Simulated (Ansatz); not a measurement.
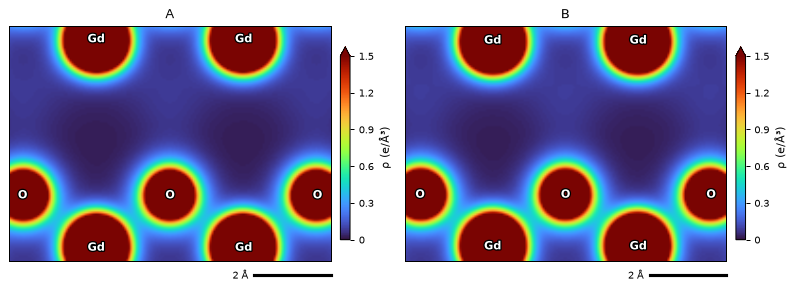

GdO. The valence electron density of two cells that differ in size, on the (011̄) plane of each (indices in the axes of the calculation cell), at one length scale and on one colour scale: A has 20.3 Å³ an atom and B 19.5.

Theory: Ansatz 0.2.0, DFT PBE, spin-orbit coupling, plane waves, PAW.

In a PAW calculation such maps are meaningful between the atoms, not at the nuclei.

### What changes from the larger cell to the smaller?

From the larger cell to the smaller, Gd–O goes from 2.36 to 2.33 Å, and the density at its midpoint from 0.42 to 0.46 e/Å³; the pressure goes from −3.4 to 0.0 GPa.
